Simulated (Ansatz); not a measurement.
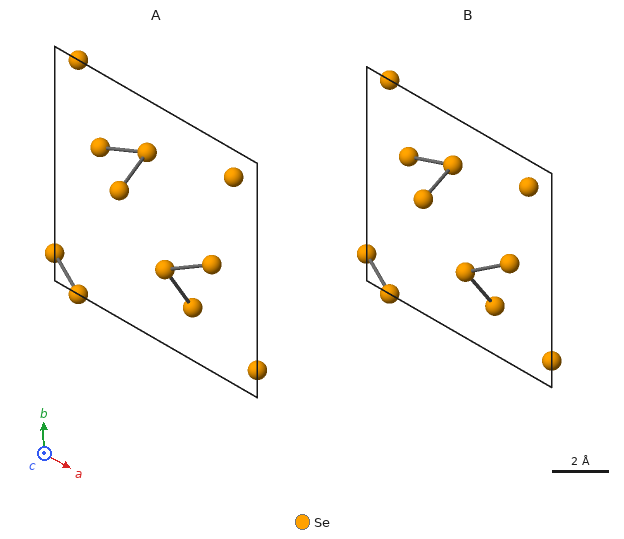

Two geometries of a crystal of Se (a generated structure, set up in P3_221), drawn at one scale. One is the start of a relaxation, the other its converged end. The picture is a ball-and-stick view of the cell of the calculation, reduced to other axes, seen along the c axis. Lengths and directions refer to the drawn axes.

Computed with DFT, PAW plane waves, PBE (Ansatz 0.2.0). Settings: plane-wave cutoff 420 eV; k-point mesh 4 × 4 × 6; occupations methfessel paxton; smearing width 0.0121 eV; no spin polarisation; cell and atoms relaxed; at most 80 steps.

Which geometry has the lower energy?

Answer. Structure A is the relaxed one. The start is a swapped structure. The largest moves relative to the cell, 0.17 Å, are those of Se atoms. The drawn cell changes as follows: a = b 7.699 → 8.433 Å (+9.5 %), c 4.672 → 4.948 Å (+5.9 %); the volume changes by +27.1 %. Near-neighbour distances that change, for instance: Se–Se 2.248 → 2.367 Å, Se–Se 2.276 → 2.378 Å. The space group stays P3_221 (No. 154). The energy falls by 1.133 eV per cell of the calculation in 8 accepted moves (9 points after the start). The largest force component goes from 2.1 to 0.0019 eV/Å. The pressure goes from 9.66 to 0.03 GPa. The SCF was repeated once at an unchanged geometry on a basis and grid sized afresh for the cell, which shifted the energy by 5.7 meV per cell of the calculation at most. Cost: 5.6 min on 2 threads of Arm Neoverse V1 (shared host), peak memory 0.77 GiB.
